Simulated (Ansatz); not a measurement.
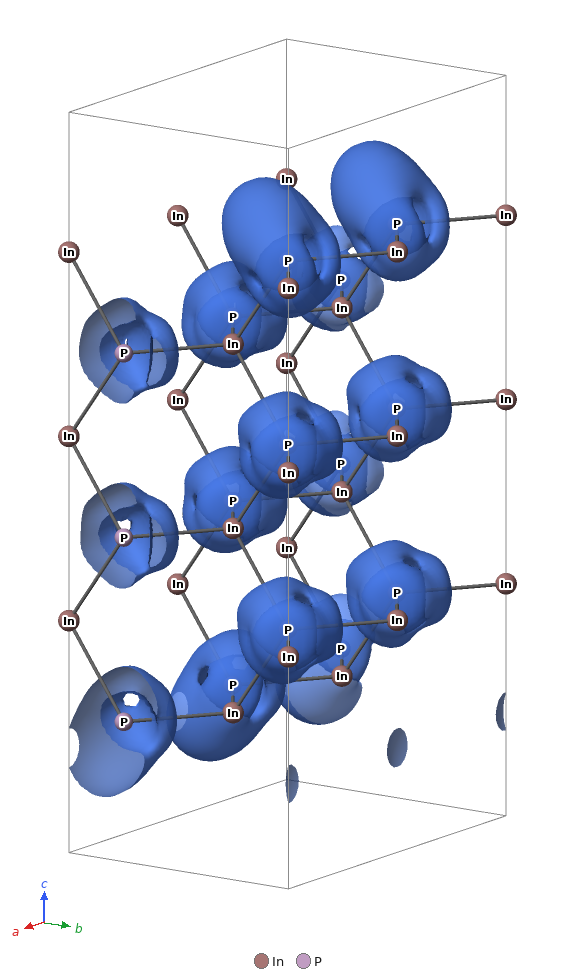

InP (slab). Isosurface of the ELF at 0.75 (blue), seen at an oblique angle. Core shells and regions of very low density are left out. Sticks mark near contacts.

Not relaxed (largest force 1.5 eV/Å).

Level of theory: DFT PBE, scalar-relativistic, plane waves, PAW in Ansatz 0.2.0.

Core electrons are frozen (PAW), and the valence fields are smoothed inside the atomic spheres.

Input file:

```
crystal:
  lattice:
    - [4.2144047934, 0.0, 0.0]
    - [0.0, 5.9600684162, 0.0]
    - [0.0, 0.0, 25.5360119836]
  atoms:
    - { symbol: In, position: [0.5, 0.5, 0.2937028697] }
    - { symbol: P, position: [0.0, 0.25, 0.2937028697] }
    - { symbol: In, position: [0.0, 0.0, 0.3762217218] }
    - { symbol: P, position: [0.5, 0.75, 0.3762217218] }
    - { symbol: In, position: [0.5, 0.5, 0.4587405739] }
    - { symbol: P, position: [0.0, 0.25, 0.4587405739] }
    - { symbol: In, position: [0.0, 0.0, 0.5412594261] }
    - { symbol: P, position: [0.5, 0.75, 0.5412594261] }
    - { symbol: In, position: [0.5, 0.5, 0.6237782782] }
    - { symbol: P, position: [0.0, 0.25, 0.6237782782] }
    - { symbol: In, position: [0.0, 0.0, 0.7062971303] }
    - { symbol: P, position: [0.5, 0.75, 0.7062971303] }
basis:
  ecutwfc: 420
kpoints:
  mp_grid: { grid: [8, 6, 1] }
hamiltonian:
  xc: pbe
scf:
  occupations: { method: gaussian, width: 0.05 }
output:
  forces: true
  stress: true
  eigenvalues: true
  write_density: true
  write_potential: true
  elf: true
  volumetric_format: npy
efield:
  axis: 3
  dipole_correction: true
  ramp_width: 0.04
```

Launched as:

```sh
ansatz run input.yaml --threads 1 --pin off --max-ram 2560MiB --backend cpu --events-out ev --progress --plain --runs-dir out
```

Q: Identify the bonds, lone pairs and shells in this picture.

A: The ELF exceeds this value in six regions wrapped around P (the valence shell of each), counted in one cell of 12 atoms. Counts are for one cell; the picture repeats the cell along the surface. Profiles from the grid: In–P (2.58 Å): the ELF peaks at about 0.85 in the valence shell of P, 0.9 Å from its nucleus, and is about 0.55 at the midpoint.

Q: Does the calculation make it a metal, or give it a gap?

A: It is gapped, with a Kohn–Sham gap of 0.42 eV on the k-point mesh (the band edges may lie off the mesh, which would make the gap smaller).
